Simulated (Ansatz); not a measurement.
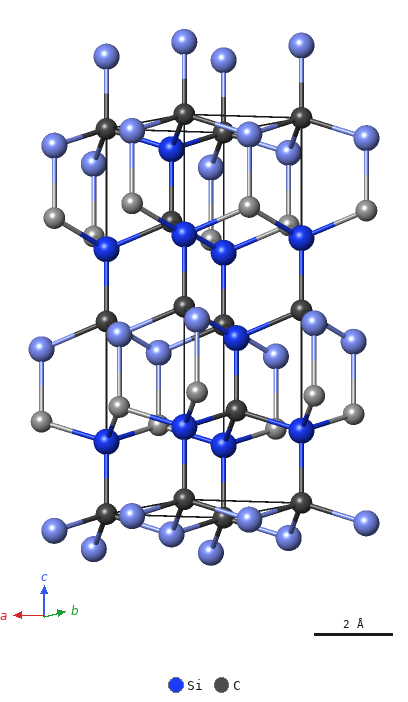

*The structure (ball-and-stick view of the cell of the calculation, seen at an oblique angle; neighbours outside the cell are drawn fainter).*

Near neighbours in the crystal (not all of them lie inside the picture): Si has 4 C at 1.89 to 1.90 Å; C has 4 Si at 1.89 to 1.90 Å.

Phonon calculation of SiC

- system: SiC (P6₃mc, 8 atoms in the cell)
- method: DFT PBE, scalar-relativistic, plane waves, PAW, no spin polarisation (Ansatz 0.2.0)

The structure derives from a Materials Project entry. It belongs to a series of runs on one base structure; here: dielectric tensors at the zone centre.

### The program's output
```
Engine: ansatz 0.2.0, x86_64-unknown-linux-gnu
Pseudopotentials: kind: paw
Pseudopotential: Si, paw, valence charge 4, recommended cutoff 420 eV (normal), Si.paw.azcp
Pseudopotential: C, paw, valence charge 4, recommended cutoff 420 eV (normal), C.paw.azcp
Functional definition: PBE
  parameter kappa = 0.804
  parameter beta = 0.06672455060314922
  exchange = pbe_x(kappa = kappa, mu = beta*pi^2/3)
  correlation = pbe_c(beta = beta)
Crystal: 8 atoms, lattice volume = 83.982 Å³
Basis set: ecut = 420 eV, 1629 PW (Γ), exchange–correlation on 48×48×144 points (8 copies of the dense FFT grid, shifted against one another)
Bands: 24, of which v1, the nominal top of the filled ones, is band 16 counted from 1 (15 counted from 0)
Symmetry: 12 space group operations
k-points: 164 of 576 (irreducible under 2 space group operations, time reversal used)
Non-local potential: Si, projectors of the file, l = 0: 2, l = 1: 2, l = 2: 2
Non-local potential: C, projectors of the file, l = 0: 2, l = 1: 2, l = 2: 1
PAW form: soft (Blöchl's): semilocal exchange-correlation on the pseudo side does not see the compensation charge
PAW one-centre angular grid: Si, 110 points (default); XC on 64 Gauss nodes
PAW one-centre angular grid: C, 110 points (default); XC on 64 Gauss nodes
Initial density: superposition of atomic densities (neutral atoms: chi_scale 0, normalization atom), corrected by the library's trained network
Initial wavefunctions: pseudopotential atomic-orbital guess
Functional: x = pbe(κ = 0.804, μ = 0.2195149727645171), c = pbe(β = 0.06672455060314922)
SCF iter   1: F=—  HF=-3548.646504 eV  |F-HF|=—  |Δ(HF+E_count)|=         —  Δρ=2.79e-3  dr2=7.12e-3  ethr=1.77e-3  ⟨swp⟩=4.3  Hψ=17696  notcnv=0  defer=937
preconditioner: auto → none  [insulator: Δε(μ)=2.196 eV  Ē_g=11.833 eV  n_scr=6 (ndim 8)  ℏωp=22.9 eV  f_vac=0.000  ε∞_Penn≈4.8]
SCF iter   2: F=—  HF=-3548.646240 eV  |F-HF|=—  |Δ(HF+E_count)|=   2.64e-4  Δρ=1.02e-3  dr2=5.75e-4  ethr=2.22e-5  ⟨swp⟩=2.4  Hψ=8041  notcnv=0  defer=984
SCF iter   3: F=—  HF=-3548.646284 eV  |F-HF|=—  |Δ(HF+E_count)|=   4.40e-5  Δρ=4.34e-4  dr2=6.95e-5  ethr=1.80e-6  ⟨swp⟩=2.0  Hψ=5806  notcnv=0  defer=984
SCF iter   4: F=—  HF=-3548.646399 eV  |F-HF|=—  |Δ(HF+E_count)|=   1.15e-4  Δρ=1.51e-4  dr2=2.30e-5  ethr=2.17e-7  ⟨swp⟩=2.0  Hψ=6024  notcnv=0  defer=900
SCF iter   5: F=—  HF=-3548.646398 eV  |F-HF|=—  |Δ(HF+E_count)|=   8.82e-7  Δρ=3.34e-5  dr2=5.19e-7  ethr=7.20e-8  ⟨swp⟩=2.1  Hψ=5387  notcnv=0  defer=656
SCF iter   6: F=—  HF=-3548.646400 eV  |F-HF|=—  |Δ(HF+E_count)|=   2.55e-6  Δρ=7.55e-6  dr2=3.66e-8  ethr=1.62e-9  ⟨swp⟩=2.0  Hψ=6082  notcnv=0  defer=517
SCF iter   7: F=—  HF=-3548.646400 eV  |F-HF|=—  |Δ(HF+E_count)|=   5.45e-8  Δρ=2.33e-6  dr2=1.06e-8  ethr=1.14e-10  ⟨swp⟩=2.0  Hψ=6012  notcnv=0  defer=517
SCF iter   8: F=—  HF=-3548.646400 eV  |F-HF|=—  |Δ(HF+E_count)|=   1.24e-9  Δρ=1.02e-6  dr2=5.41e-10  ethr=3.30e-11  ⟨swp⟩=2.0  Hψ=5201  notcnv=0  defer=517
SCF iter   9: F=-3548.646400 eV  HF=-3548.646400 eV  |F-HF|=4.55e-13  |Δ(HF+E_count)|=   1.00e-9  Δρ=7.72e-8  dr2=4.62e-12  ethr=1.00e-12  ⟨swp⟩=13.2  Hψ=26383  notcnv=0
SCF 1 converged in 9 iterations: F = -3548.646400 eV  dr2 = 4.62e-12
  greatest PAW one-centre occupation: 0.644 electrons in one spin orbital (limit 2), on the C atom at site 5 (counted from 0), in its partial waves of l = 0
DFPT response loops at Γ: preconditioner auto → Resta (q_TF=auto, 2.323 Å⁻¹)  ε∞=5.2 (no band partly filled); β = 1.00, the filter's whole step (`scf.mixing.beta` (0.50) is not read by the response loops at its default; to damp them type it under 1.00, their step now; it binds the ground state too); Broyden in place of MSR1
── the response to a field inside a basis, on 12×12×4 k-points: an SCF that follows is theirs, and a resumed run solves both again ──
Bands: 17, of which v1, the nominal top of the filled ones, is band 16 counted from 1 (15 counted from 0)
k-points: 84 of 576 (irreducible under 4 space group operations, time reversal used)
Initial density: handed on by an earlier stage of this run
Initial wavefunctions: pseudopotential atomic-orbital guess (no wavefunctions were taken with the density)
Eigensolver: Dense (84 Hₖ)
SCF iter   1: F=—  HF=-3548.633955 eV  |F-HF|=—  |Δ(HF+E_count)|=         —  Δρ=1.86e-4  dr2=7.17e-6  ethr=1.00e-1
preconditioner: auto → none  [insulator: Δε(μ)=2.368 eV  Ē_g=9.735 eV  n_scr=6 (ndim 8)  ℏωp=22.9 eV  f_vac=0.000  ε∞_Penn≈6.5]
SCF iter   2: F=—  HF=-3548.633959 eV  |F-HF|=—  |Δ(HF+E_count)|=   4.12e-6  Δρ=8.83e-5  dr2=1.53e-6  ethr=2.24e-8
SCF iter   3: F=—  HF=-3548.633961 eV  |F-HF|=—  |Δ(HF+E_count)|=   1.77e-6  Δρ=2.00e-5  dr2=2.77e-7  ethr=4.78e-9
SCF iter   4: F=-3548.633961 eV  HF=-3548.633961 eV  |F-HF|=1.52e-9  |Δ(HF+E_count)|=   4.37e-8  Δρ=3.15e-6  dr2=7.69e-9  ethr=8.65e-10
SCF 1 converged in 4 iterations: F = -3548.633961 eV  dr2 = 7.69e-9
DFPT response loops at Γ: preconditioner auto → Resta (q_TF=auto, 2.323 Å⁻¹)  ε∞=5.0 (no band partly filled); β = 1.00, the filter's whole step (`scf.mixing.beta` (0.50) is not read by the response loops at its default; to damp them type it under 1.00, their step now; it binds the ground state too); Broyden in place of MSR1
SCF converged after 9 iterations
Free energy (F): -3548.646400 eV
Harris-Foulkes:  -3548.646400 eV  (|F-HF|=4.55e-13)
Internal energy: -3548.646400 eV  (E = F + TS)
E sigma→0 (E₀):  -3548.646400 eV
Fermi energy:    9.363284 eV
--- Per-component energies (eV) ---
  E_band       = 110.128992
  E_kinetic    = 539.774554
  E_local      = -422.788117  (includes V_loc(G=0)·N_el)
  E_nonlocal   = 206.616515
  E_hartree    = 129.636566
  E_xc         = -421.022919
  E_vxc        = -436.195666  (∫ρ·V_xc dr)
  E_paw        = -2448.067451  (= ΣΔE_a)
  E_vpaw       = -36.551496  (= ΣTr[D̂ρ^β])
  E_aug_tail   = 0.000048  (compensation charges beyond the density's cutoff)
  E_ewald      = -1132.795597
  E_smearing   = -0.000000  (= −TS)
  E_closure    = -0.000000  (closes the sum)
  Σ components = -3548.646400   (vs F -3548.646400, Δ=0.00e0)
--- Band table (eV; the first three rows and the last of 164) ---
  k-point 0: bands = ["-6.0023", "-4.8391", "-4.8032", "-2.4900", "0.8354", "5.0103", "5.0503", "8.1826", "8.1826", "8.6416", "8.6416", "8.7816", "8.7816", "9.3128", "9.3633", "9.3633", "14.3188", "14.8983", "15.4648", "15.5369", "16.2451", "16.2451", "16.2941", "16.2941"]
  k-point 1: bands = ["-5.9267", "-5.3301", "-4.1926", "-2.8139", "1.2820", "3.6143", "6.4725", "8.2191", "8.2191", "8.4889", "8.4889", "8.8847", "8.9516", "8.9516", "9.3081", "9.3081", "14.3729", "14.7493", "15.7204", "15.7314", "16.2901", "16.2901", "16.3203", "16.3203"]
  k-point 2: bands = ["-5.7013", "-5.7013", "-3.4858", "-3.4858", "2.3174", "2.3174", "7.8248", "7.8248", "8.3252", "8.3252", "8.3252", "8.3252", "9.1576", "9.1576", "9.1576", "9.1576", "14.5271", "14.5271", "15.9660", "15.9660", "16.3445", "16.3445", "16.3445", "16.3445"]
  k-point 163: bands = ["-2.7840", "-2.7840", "-1.2351", "-1.2351", "2.0543", "2.0543", "3.0013", "3.0013", "4.6639", "4.6639", "5.1899", "5.1899", "5.9063", "5.9063", "7.7208", "7.7208", "13.2507", "13.2507", "15.0409", "15.0409", "16.2371", "16.2371", "17.6446", "17.6446"]
--- Phonons (Γ-DFPT): 8 representative perturbations + reference, on 164 of 576 k-points (Σ response iterations 24) ---
  k mesh reduced under 2 symmetry operations, with k and −k counted as one. Each operation leaves every solved perturbation unchanged. A smaller set is not considered because the run solves the response to a homogeneous field
  ASR residual: 1.015e-4 → 0.000e0 eV/Å²; symmetrization residual: 4.514e-6 eV/Å²
  ASR residual per site (eV/Å²): 1.01e-4 1.01e-4 7.12e-5 7.12e-5 1.69e-5 1.69e-5 4.78e-5 4.78e-5
  Γ frequencies (cm⁻¹): 0.00 0.00 0.00 190.49 190.49 197.93 197.93 257.53 257.53 390.16 397.83 592.47 747.53 747.53 756.51 756.51 762.06 764.66 764.66 776.83 776.83 813.95 886.85 895.34
  ε∞ (high-frequency dielectric tensor):
        7.024502     0.000000     0.000000
        0.000000     7.024502    -0.000000
        0.000000    -0.000000     7.321183
  ε⁰ (static dielectric tensor: ions relaxed, cell fixed):
       10.344519    -0.000000     0.000000
       -0.000000    10.344519    -0.000000
        0.000000    -0.000000    11.025746
  ε⁰ − ε∞ (ionic part):
        3.320017    -0.000000     0.000000
       -0.000000     3.320017    -0.000000
        0.000000    -0.000000     3.704563
  softest optical mode at Γ: 190.49 cm⁻¹; the repairs (sum rule, projections) moved no ω² at Γ by more than (1.88 cm⁻¹)²
  Born effective charges Z* (e; rows j = field, columns β = displacement):
    site 0:
         2.67789    0.00000    0.00000
        -0.00000    2.67789   -0.00000
         0.00000   -0.00000    2.63819
    site 1:
         2.67789   -0.00000    0.00000
        -0.00000    2.67789   -0.00000
         0.00000   -0.00000    2.63819
    site 2:
         2.68494    0.00000    0.00000
        -0.00000    2.68494   -0.00000
         0.00000   -0.00000    2.91537
    site 3:
         2.68494    0.00000    0.00000
        -0.00000    2.68494   -0.00000
         0.00000   -0.00000    2.91537
    site 4:
        -2.70397   -0.00000   -0.00000
         0.00000   -2.70397    0.00000
        -0.00000    0.00000   -2.74034
    site 5:
        -2.70397   -0.00000   -0.00000
         0.00000   -2.70397    0.00000
        -0.00000    0.00000   -2.74034
    site 6:
        -2.65886    0.00000   -0.00000
        -0.00000   -2.65886    0.00000
        -0.00000    0.00000   -2.81323
    site 7:
        -2.65886   -0.00000   -0.00000
        -0.00000   -2.65886    0.00000
        -0.00000    0.00000   -2.81323
  Z* charge neutrality: 2.723e-3 e pre-enforcement
  solved inside a basis spanned on kpoints, on 12×12×4 k-points, its susceptibility summed on 16×16×4: ε∞ is read to err by 2.6e-2, Z* by 1.2e-2 e (field_mesh: kpoints solves on kpoints); Z* is corrected for what the basis lacks
  optical modes at Γ without the LO–TO term, one row a degenerate level:
      ω (cm⁻¹)  modes    IR ((D/Å)²/amu)
        190.49      2             0.0000
        197.93      2             0.0000
        257.53      2             0.0032
        390.16      1             0.0000
        397.83      1             0.0000
        592.47      1             0.1609
        747.53      2             0.1204
        756.51      2             0.0000
        762.06      1            84.1277
        764.66      2             0.0000
        776.83      2           157.6197
        813.95      1             0.3618
        886.85      1             0.0000
        895.34      1             0.0000
  optical modes at Γ + LO–TO along q̂ = [1.0000, 0.0000, 0.0000]:
      ω (cm⁻¹)  modes    IR ((D/Å)²/amu)
        190.49      2             0.0000
        197.93      2             0.0000
        257.53      1             0.0016
        257.54      1             0.0007
        390.16      1             0.0000
        397.83      1             0.0000
        592.47      1             0.1609
        747.53      1             0.0602
        747.55      1             0.0011
        756.51      2             0.0000
        762.06      1            84.1277
        764.66      2             0.0000
        776.83      1            78.8098
        813.95      1             0.3618
        886.85      1             0.0000
        895.34      1             0.0000
        942.65      1            78.8698
  optical modes at Γ + LO–TO along q̂ = [0.0000, 1.0000, 0.0000]:
      ω (cm⁻¹)  modes    IR ((D/Å)²/amu)
        190.49      2             0.0000
        197.93      2             0.0000
        257.53      1             0.0016
        257.54      1             0.0007
        390.16      1             0.0000
        397.83      1             0.0000
        592.47      1             0.1609
        747.53      1             0.0602
        747.55      1             0.0011
        756.51      2             0.0000
        762.06      1            84.1277
        764.66      2             0.0000
        776.83      1            78.8098
        813.95      1             0.3618
        886.85      1             0.0000
        895.34      1             0.0000
        942.65      1            78.8698
  optical modes at Γ + LO–TO along q̂ = [0.0000, 0.0000, 1.0000]:
      ω (cm⁻¹)  modes    IR ((D/Å)²/amu)
        190.49      2             0.0000
        197.93      2             0.0000
        257.53      2             0.0032
        390.16      1             0.0000
        397.83      1             0.0000
        592.68      1             0.0311
        747.53      2             0.1204
        756.51      2             0.0000
        764.66      2             0.0000
        776.83      2           157.6197
        813.66      1             0.0534
        886.85      1             0.0000
        895.34      1             0.0000
        935.21      1            84.5659
```

This output came from the following input.

### Input
```yaml
crystal:
  lattice:
    - [3.0941201809, -2.9e-09, 0.0]
    - [-1.5470600879, 2.6795866805, 0.0]
    - [0.0, 0.0, 10.1293391983]
  atoms:
    - { symbol: Si, position: [0.6666666667, 0.3333333333, 0.9378441878] }
    - { symbol: Si, position: [0.3333333333, 0.6666666667, 0.4378441878] }
    - { symbol: Si, position: [0.0, 0.0, 0.6878995565] }
    - { symbol: Si, position: [0.0, 0.0, 0.1878995565] }
    - { symbol: C, position: [0.6666666667, 0.3333333333, 0.7498074459] }
    - { symbol: C, position: [0.3333333333, 0.6666666667, 0.2498074459] }
    - { symbol: C, position: [0.0, 0.0, 0.5004478098] }
    - { symbol: C, position: [0.0, 0.0, 0.0004478098] }
basis:
  ecutwfc: 420
kpoints:
  mp_grid: { grid: [12, 12, 4] }
hamiltonian:
  xc: pbe
scf:
  occupations: { method: fixed }
output: {}
phonons:
  method: dfpt
  dielectric: true
  rigid_motions: translations
```

Launched with:
```bash
ansatz run input.yaml --threads 8 --pin off --max-ram 20480MiB --backend cpu --events-out ev --progress --plain --runs-dir out
```

### Summary

```tsv
quantity	value
outcome	converged
space group (tolerance 0.01 Å)	P6₃mc (186)
electrons treated	32
free energy	−3548.6464 eV
Fermi energy	9.363 eV
gap on the k-point mesh	2.22 eV
ε∞ (xx, yy, zz)	7.02, 7.02, 7.32
hardware	8 threads of Intel Xeon @ 2.50GHz (Skylake/Cascade Lake), 64 GiB of memory available, shared host
wall time	76 s (CPU time 8.4 min)
peak memory	1.7 GiB
```
